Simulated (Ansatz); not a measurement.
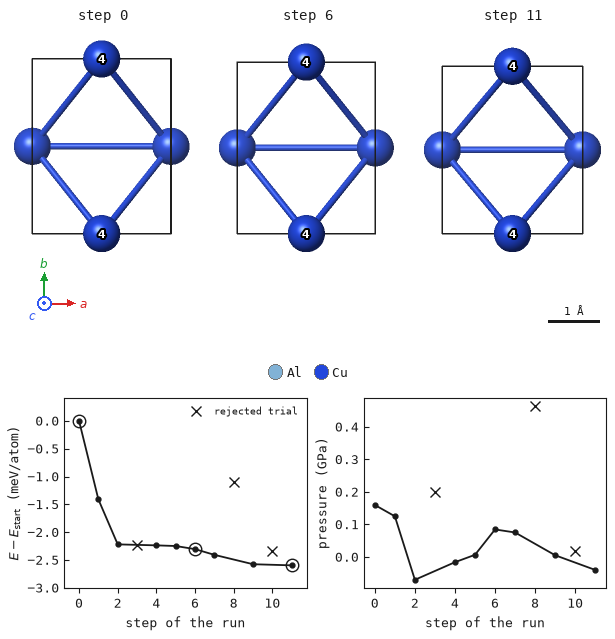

Frames of a relaxation of solid AlCu3 (a generated structure, set up in Pmmm), marked on the history of the run. Style: ball-and-stick. Shown: the cell of the calculation, along the c axis.

Method: DFT PBE, scalar-relativistic, plane waves, PAW in Ansatz. Set-up: plane-wave cutoff 420 eV; k-point mesh 16 × 14 × 10; occupations gaussian; smearing width 0.1 eV; no spin polarisation; cell and atoms relaxed; force threshold 0.01 eV/Å; at most 80 steps.

> What happens along the run?

The run was cut off at its time limit before the program reported convergence, but its last step already meets the force threshold: the largest component is 0.00022 eV/Å against 0.01 eV/Å. The pressure is within 0.04 GPa of its target. No atom moves by more than 0.005 Å relative to the cell. The drawn cell changes at constant volume: a 2.768 → 2.800 Å (+1.1 %), b 3.490 → 3.343 Å (−4.2 %), c 5.221 → 5.387 Å (+3.2 %). Near-neighbour distances that change, for instance: Cu–Cu 2.648 → 2.738 Å, Al–Cu 2.610 → 2.693 Å, Cu–Cu 2.573 → 2.648 Å, Cu–Cu 2.768 → 2.800 Å. The space group stays Pmmm (No. 47). After 8 accepted moves (11 points after the start) the energy has fallen by 2.6 meV per atom. Largest force component: 0.013 eV/Å at the start, 0.00022 eV/Å at the end. Pressure: 0.16 GPa at the start and −0.04 GPa at the end. The line search rejected the trial steps at points 3, 8, 10 of the run. From step 0 to 6: energy −2.3 meV per atom. From step 6 to 11: energy −0.3 meV per atom.
